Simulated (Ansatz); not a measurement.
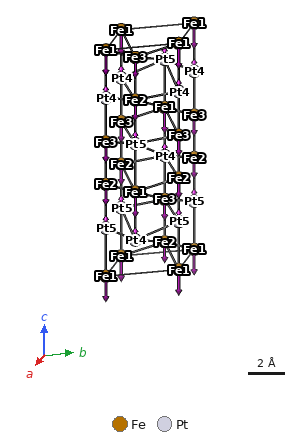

One vibrational mode of solid Fe₃Pt₂ (a generated structure) at the zone centre. Displacements are drawn as purple arrows; their common scale and sign are arbitrary. The picture is a ball-and-stick view of the conventional cell (3 times the calculation's cell), seen slightly off an axis. Lengths and directions refer to the drawn axes.

Theory: Ansatz 0.2.0, DFT PBE, scalar-relativistic, plane waves, PAW.

Input
```yaml
crystal:
  lattice:
    - [2.1393520558, 1.2351554853, 4.3586468607]
    - [-2.1393520558, 1.2351554853, 4.3586468607]
    - [0.0, -2.4703109707, 4.3586468607]
  atoms:
    - { symbol: Fe, position: [0.0, 0.0, 0.0], spin: 3.15 }
    - { symbol: Fe, position: [0.406030863, 0.406030863, 0.406030863], spin: 3.19 }
    - { symbol: Fe, position: [0.593969137, 0.593969137, 0.593969137], spin: 3.19 }
    - { symbol: Pt, position: [0.7870597768, 0.7870597768, 0.7870597768], spin: 0.47 }
    - { symbol: Pt, position: [0.2129402232, 0.2129402232, 0.2129402232], spin: 0.47 }
basis:
  ecutwfc: 420
kpoints:
  mp_grid: { grid: [12, 12, 12] }
hamiltonian:
  xc: pbe
scf:
  occupations: { method: gaussian, width: 0.2 }
output:
  eigenvalues: true
  populations: true
magnetization:
  spin_polarized: true
phonons:
  method: dfpt
  eigenvectors: true
```

Command:
```bash
ansatz run input.yaml --threads 4 --pin off --max-ram 8192MiB --backend cpu --events-out ev --progress --plain --runs-dir out
```

The frequencies depend somewhat on the k-mesh and the smearing.

> What mode is this, and where does it lie in the spectrum?

This is the A₂u mode at 21.7 meV, optical level 4 of 8, counted from below, infrared-active by symmetry. The Fe (3a) and Fe (6c) sublattices move against the Pt sublattice, along c; the kinetic energy is shared as Fe 70 %, Pt 30 %. The crystal is a metal, so free carriers screen the infrared response.
